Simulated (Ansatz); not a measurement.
**SiO2: one change and its effect**

System: SiO2 (P4₂/mnm, 6 atoms in the cell).
Method of run A: DFT, r2SCAN, plane waves, PAW, no spin polarisation (Ansatz 0.2.0).

The structure derives from an entry of the Crystallography Open Database. Text and figures count atoms from 1; the logs count them from 0 in places.

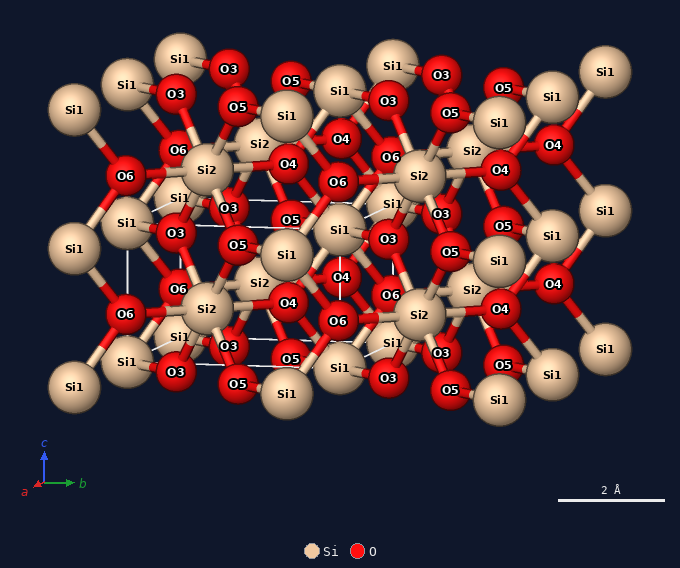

Figure 1. The starting structure (ball-and-stick view of the cell of the calculation, repeated 2 × 2 × 2, seen slightly off an axis; atoms are numbered from 1 in the order of the input). Near neighbours in the crystal (not all of them lie inside the picture): Si has 6 O at 1.74 to 1.79 Å; O has 3 Si at 1.74 to 1.79 Å.

### Input, run A
```yaml
crystal:
  lattice:
    - [4.14120332, 0.0, 0.0]
    - [0.0, 4.14120332, 0.0]
    - [0.0, 0.0, 2.64246701]
  atoms:
    - { symbol: Si, position: [0.0, 0.0, 0.0] }
    - { symbol: Si, position: [0.5, 0.5, 0.5] }
    - { symbol: O, position: [0.30615, 0.30615, 0.0] }
    - { symbol: O, position: [0.19385, 0.80615, 0.5] }
    - { symbol: O, position: [0.69385, 0.69385, 0.0] }
    - { symbol: O, position: [0.80615, 0.19385, 0.5] }
  symmetry: { tolerance: 0.0003 }
kpoints:
  mp_grid: { grid: [4, 4, 7], shift: [0, 0, 0] }
magnetization:
  spin_polarized: false
scf:
  occupations: { method: tetrahedron }
hamiltonian:
  pseudopotentials: { kind: paw }
  xc: r2scan
basis:
  ecutwfc: 500
output:
  forces: true
  stress: true
  eigenvalues: true
relax:
  max_steps: 40
  cell: {}
```

Command:
```bash
ansatz run input.yaml --threads 1 --pin off --max-ram 2560MiB --backend cpu --events-out ev --progress --plain --runs-dir out
```

Hardware: 1 thread of an Arm (aarch64) CPU, shared host.

### Output, shortened to warnings, some set-up lines, iterations and results (run A)
```
Warning: relax: with tetrahedron occupations the Hellmann–Feynman forces and the energy need not agree along the walk (scf.occupations.method in the input reference, under Limitations); prefer a smearing scheme for the relaxation and re-run the relaxed geometry with tetrahedron occupations for the final energies/DOS
Warning: output.forces, output.stress, relax.cell or npt_langevin: where a Kohn–Sham band that disperses or a degenerate level is filled in part under the method tetrahedron, the forces or the stress that this run publishes need not agree with its energy (scf.occupations.method in the input reference, under Limitations); prefer a smearing scheme for the forces or the stress
Basis set: ecut = 500 eV, 1153 PW (Γ), exchange–correlation on 128×128×80 points (64 copies of the dense FFT grid, shifted against one another)
Symmetry: 16 space group operations
k-points: 24 of 112
Initial density: superposition of atomic densities (neutral atoms: chi_scale 0, normalization atom), corrected by the library's trained network
[...]
SCF iter   1: F=—  HF=-3558.972993 eV  |F-HF|=—  |Δ(HF+E_count)|=         —  Δρ=1.22e-2  dr2=5.94e-2  dr2_τ=5.72e-1  ethr=1.77e-3  ⟨swp⟩=6.2  Hψ=3081  notcnv=0
SCF iter   2: F=—  HF=-3559.287460 eV  |F-HF|=—  |Δ(HF+E_count)|=   3.14e-1  Δρ=6.48e-3  dr2=7.16e-3  dr2_τ=1.54e-3  ethr=1.86e-4  ⟨swp⟩=3.0  Hψ=1366  notcnv=0  defer=47
SCF iter   3: F=—  HF=-3559.288341 eV  |F-HF|=—  |Δ(HF+E_count)|=   8.81e-4  Δρ=1.98e-3  dr2=6.20e-4  dr2_τ=1.10e-4  ethr=2.24e-5  ⟨swp⟩=3.0  Hψ=958  notcnv=0  defer=47
SCF iter   4: F=—  HF=-3559.288398 eV  |F-HF|=—  |Δ(HF+E_count)|=   5.68e-5  Δρ=1.88e-4  dr2=7.05e-6  dr2_τ=1.04e-6  ethr=1.94e-6  ⟨swp⟩=3.1  Hψ=985  notcnv=0  defer=47
SCF iter   5: F=—  HF=-3559.288399 eV  |F-HF|=—  |Δ(HF+E_count)|=   1.50e-6  Δρ=6.01e-5  dr2=1.32e-6  dr2_τ=7.31e-8  ethr=2.20e-8  ⟨swp⟩=2.5  Hψ=967  notcnv=0  defer=47
[... 44 lines ...]
SCF iter   1: F=—  HF=-3559.336960 eV  |F-HF|=—  |Δ(HF+E_count)|=         —  Δρ=7.12e-7  dr2=1.55e-10  dr2_τ=3.12e-11  ethr=1.52e-7  ⟨swp⟩=4.0  Hψ=4846  notcnv=0
SCF iter   2: F=—  HF=-3559.336962 eV  |F-HF|=—  |Δ(HF+E_count)|=   2.00e-6  Δρ=7.83e-7  dr2=1.88e-10  dr2_τ=4.56e-11  ethr=1.00e-12  ⟨swp⟩=4.7  Hψ=1956  notcnv=0
SCF iter   3: F=-3559.336962 eV  HF=-3559.336962 eV  |F-HF|=2.36e-11  |Δ(HF+E_count)|=  4.91e-11  Δρ=3.56e-7  dr2=4.02e-11  dr2_τ=6.93e-12  ethr=1.00e-12  ⟨swp⟩=3.0  Hψ=2101  …
SCF 7 converged in 3 iterations: F = -3559.336962 eV  dr2 = 4.02e-11
relax step   7: F+E_penalty+E_count = -3559.33696212 eV  Δ(F+E_penalty+E_count) = +9.095e-12 eV  max|allowed force component| = 1.028e-4 eV/Å  Δτ_max = 0.0000 Å  P = -0.002 …
basis re-selected at this cell: Δ(F+E_penalty+E_count) = +9.095e-12 eV, ΔP = -0.000 GPa vs the last step (what re-selecting the basis moved, of the pressure what is left beyond the Pulay correction that the steps carried, after the strain that the cell walked since its last selection, with what the …
SCF converged after 3 iterations
Stability not checked: this state was not tested for a lower state beside it, because cold or Methfessel-Paxton smearing, or corrected tetrahedra, fill the levels in a way that the test cannot read (fill_not_monotonic; see scf.lower_state_search)
Free energy (F): -3559.336962 eV
Harris-Foulkes:  -3559.336962 eV  (|F-HF|=2.36e-11)
Internal energy: -3559.336962 eV  (E = F + TS)
E sigma→0 (E₀):  -3559.336962 eV
Fermi energy:    10.117296 eV
--- Per-component energies (eV) ---
  E_band       = 42.575648
  E_kinetic    = 820.126217
  E_local      = -1224.619393  (includes V_loc(G=0)·N_el)
  E_nonlocal   = 231.723915
  E_hartree    = 437.785567
  E_xc         = -404.026783
  E_vxc        = -533.686281  (∫ρ·V_xc dr)
  E_paw        = -1683.068737  (= ΣΔE_a)
  E_vpaw       = -158.448594  (= ΣTr[D̂ρ^β])
  E_aug_tail   = 0.004655  (compensation charges beyond the density's cutoff)
  E_vtau       = 31.904235  (kinetic-family band-sum trace: ∫τ·v_τ [+ j·A + Jᵃ·Aᵃ] dr)
  E_ewald      = -1736.981773
  E_core_change = -0.280630  (= ΣΔE_core)
  E_smearing   = -0.000000  (= −TS)
  E_closure    = -0.000000  (closes the sum)
  Σ components = -3559.336962   (vs F -3559.336962, Δ=0.00e0)
--- Forces (eV/Å), atoms counted from 1 ---
  atom   1  Si     0.00000000    -0.00000000     0.00000000
  atom   2  Si    -0.00000000    -0.00000000     0.00000000
  atom   3  O      0.00010285     0.00010285     0.00000000
  atom   4  O     -0.00010285     0.00010285     0.00000000
  atom   5  O     -0.00010285    -0.00010285     0.00000000
  atom   6  O      0.00010285    -0.00010285     0.00000000
  max |Σ_I F_I| component: 8.67e-19 eV/Å
--- Stress (GPa, compression-positive) ---
       -0.005693      -0.000000       0.000000
       -0.000000      -0.005693       0.000000
        0.000000       0.000000       0.006444
  P = ⅓ Tr σ = -0.0016 GPa (-0.016 kbar)
--- Relaxed structure (5 steps of the walk, 5 accepted, 2 SCFs on fresh bases) ---
[...]
```

The input of run B differs as follows (lines with − go, lines with + come):
```diff
-  occupations: { method: tetrahedron }
+  occupations: { method: fermi_dirac }
```

Predict how the results change.

The energy doesn't change within 0.01 meV per atom. The SCF takes 31 iterations over all geometry steps against 40.

### Output, shortened to warnings, some set-up lines, iterations and results (run B)
```
Basis set: ecut = 500 eV, 1153 PW (Γ), exchange–correlation on 128×128×80 points (64 copies of the dense FFT grid, shifted against one another)
Symmetry: 16 space group operations
k-points: 24 of 112
Initial density: superposition of atomic densities (neutral atoms: chi_scale 0, normalization atom), corrected by the library's trained network
[...]
SCF iter   1: F=—  HF=-3558.972831 eV  |F-HF|=—  |Δ(HF+E_count)|=         —  Δρ=1.22e-2  dr2=5.95e-2  dr2_τ=5.72e-1  ethr=1.77e-3  ⟨swp⟩=5.8  Hψ=2879  notcnv=0
SCF iter   2: F=—  HF=-3559.287456 eV  |F-HF|=—  |Δ(HF+E_count)|=   3.15e-1  Δρ=6.48e-3  dr2=7.14e-3  dr2_τ=1.55e-3  ethr=1.86e-4  ⟨swp⟩=2.0  Hψ=1206  notcnv=0  defer=42
SCF iter   3: F=—  HF=-3559.288342 eV  |F-HF|=—  |Δ(HF+E_count)|=   8.86e-4  Δρ=1.98e-3  dr2=6.26e-4  dr2_τ=1.11e-4  ethr=2.23e-5  ⟨swp⟩=2.0  Hψ=818  notcnv=0  defer=42
SCF iter   4: F=—  HF=-3559.288397 eV  |F-HF|=—  |Δ(HF+E_count)|=   5.53e-5  Δρ=1.88e-4  dr2=7.15e-6  dr2_τ=1.04e-6  ethr=1.96e-6  ⟨swp⟩=2.0  Hψ=844  notcnv=0  defer=42
SCF iter   5: F=—  HF=-3559.288400 eV  |F-HF|=—  |Δ(HF+E_count)|=   3.03e-6  Δρ=6.09e-5  dr2=1.36e-6  dr2_τ=7.39e-8  ethr=2.23e-8  ⟨swp⟩=2.0  Hψ=817  notcnv=0  defer=42
[... 35 lines ...]
SCF iter   1: F=—  HF=-3559.336962 eV  |F-HF|=—  |Δ(HF+E_count)|=         —  Δρ=2.14e-6  dr2=7.59e-10  dr2_τ=1.37e-10  ethr=1.39e-7  ⟨swp⟩=3.0  Hψ=4318  notcnv=0
SCF iter   2: F=—  HF=-3559.336962 eV  |F-HF|=—  |Δ(HF+E_count)|=   4.88e-8  Δρ=1.04e-6  dr2=2.74e-10  dr2_τ=5.90e-11  ethr=2.37e-12  ⟨swp⟩=3.3  Hψ=1298  notcnv=0
SCF iter   3: F=-3559.336962 eV  HF=-3559.336962 eV  |F-HF|=1.91e-11  |Δ(HF+E_count)|=  3.46e-11  Δρ=5.30e-7  dr2=4.38e-11  dr2_τ=4.31e-12  ethr=1.00e-12  ⟨swp⟩=4.0  Hψ=2419  …
SCF 7 converged in 3 iterations: F = -3559.336962 eV  dr2 = 4.38e-11
relax step   7: F+E_penalty+E_count = -3559.33696211 eV  Δ(F+E_penalty+E_count) = -7.003e-11 eV  max|allowed force component| = 1.167e-4 eV/Å  Δτ_max = 0.0000 Å  P = -0.002 …
basis re-selected at this cell: Δ(F+E_penalty+E_count) = -7.003e-11 eV, ΔP = -0.000 GPa vs the last step (what re-selecting the basis moved, of the pressure what is left beyond the Pulay correction that the steps carried, after the strain that the cell walked since its last selection, with what the …
SCF converged after 3 iterations
Free energy (F): -3559.336962 eV
Harris-Foulkes:  -3559.336962 eV  (|F-HF|=1.91e-11)
Internal energy: -3559.336962 eV  (E = F + TS)
E sigma→0 (E₀):  -3559.336962 eV
Fermi energy:    13.383909 eV
--- Per-component energies (eV) ---
  E_band       = 42.575659
  E_kinetic    = 820.126138
  E_local      = -1224.619185  (includes V_loc(G=0)·N_el)
  E_nonlocal   = 231.723873
  E_hartree    = 437.785438
  E_xc         = -404.026771
  E_vxc        = -533.686264  (∫ρ·V_xc dr)
  E_paw        = -1683.068709  (= ΣΔE_a)
  E_vpaw       = -158.448565  (= ΣTr[D̂ρ^β])
  E_aug_tail   = 0.004655  (compensation charges beyond the density's cutoff)
  E_vtau       = 31.904234  (kinetic-family band-sum trace: ∫τ·v_τ [+ j·A + Jᵃ·Aᵃ] dr)
  E_ewald      = -1736.981770
  E_core_change = -0.280630  (= ΣΔE_core)
  E_smearing   = -0.000000  (= −TS)
  E_closure    = 0.000000  (closes the sum)
  Σ components = -3559.336962   (vs F -3559.336962, Δ=0.00e0)
--- Forces (eV/Å), atoms counted from 1 ---
  atom   1  Si     0.00000000     0.00000000     0.00000000
  atom   2  Si     0.00000000     0.00000000     0.00000000
  atom   3  O      0.00011669     0.00011669     0.00000000
  atom   4  O     -0.00011669     0.00011669     0.00000000
  atom   5  O     -0.00011669    -0.00011669     0.00000000
  atom   6  O      0.00011669    -0.00011669     0.00000000
  max |Σ_I F_I| component: 2.17e-18 eV/Å
--- Stress (GPa, compression-positive) ---
       -0.005769       0.000000       0.000000
        0.000000      -0.005769       0.000000
        0.000000       0.000000       0.006424
  P = ⅓ Tr σ = -0.0017 GPa (-0.017 kbar)
--- Relaxed structure (5 steps of the walk, 5 accepted, 2 SCFs on fresh bases) ---
  F+E_penalty+E_count = -3559.33696211 eV   max|allowed force component| = 1.167e-4 eV/Å   (the final SCF, on the basis selected at the relaxed cell)
  cell:  # Å, volume = 46.7470 Å³
    - [4.185214431743323, 8.913323831562198e-34, 0.0]
    - [8.913323831562198e-34, 4.185214431743323, 0.0]
    - [0.0, 0.0, 2.668812384413891]
[...]
```

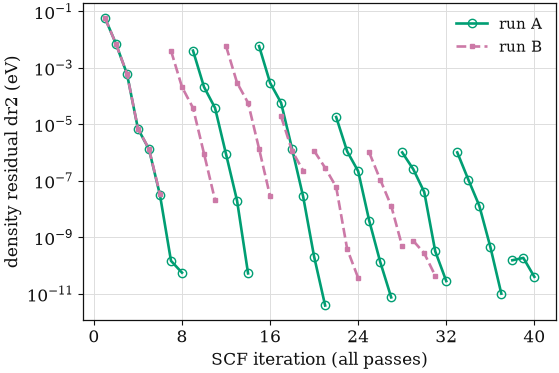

Figure 2. Convergence of the two runs: density residual dr2 against the SCF iteration. A break in a curve parts two SCF passes. Run A takes 40 iterations in all, and run B takes 31.

### The two runs side by side

| quantity | run A | run B |
| --- | --- | --- |
| outcome | converged | converged |
| free energy per atom (eV) | −593.2228 | −593.2228 |
| gap on the mesh (eV) | 6.51 | 6.51 |
| pressure (GPa) | 0.00 | 0.00 |
| largest force (eV/Å) | 0.000 | 0.000 |
| SCF iterations | 40 | 31 |
| irreducible k-points | 24 | 24 |
| wall time (shared host) | 23 s | 23 s |
